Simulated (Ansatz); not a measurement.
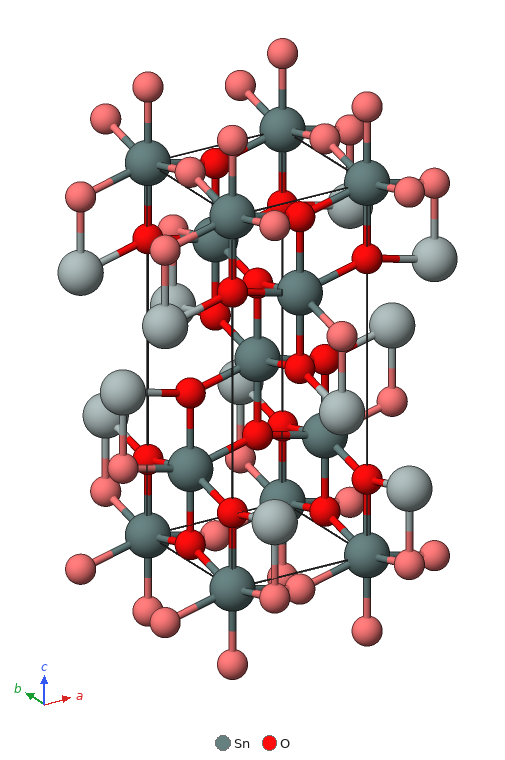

The figure gives a ball-and-stick picture of the atoms, viewed from a general direction. The lines enclose the conventional unit cell; boundary atoms appear with their images. Atoms outside the box are added where they are bonded to one inside, in fainter colours.

SnO₂, space group I4_1/amd (No. 141), a = 4.00 Å, b = 4.00 Å, c = 10.20 Å, α = 90.00°, β = 90.00°, γ = 90.00°.

Level of theory: DFT, PBE with spin-orbit coupling, plane waves, PAW (Ansatz 0.2.0). Settings were 420 eV cutoff, k-points about 0.22 Å⁻¹ apart, no moments seeded, so the run stays non-magnetic, spinor wavefunctions.

Question: Classify it as metallic or gapped, with the value.

Answer: A semiconductor at this level, with a gap of 1.71 eV, indirect; the smallest direct gap is 2.10 eV.

Question: What is the computed pressure?

Answer: The computed pressure is 6.7 GPa (compressed: it would expand).

The cell started as a structure listed in the Materials Project. Earlier steps of the study, as a rule a relaxation of our own, may have changed the cell and positions, so they can lie some per cent off the listed ones. Ansatz was used for an electronic-structure calculation on it.

At this level of theory the run's own cell isn't at rest (compressed, at 7 GPa), so its distances can differ from those at equilibrium, the more so the softer the solid.
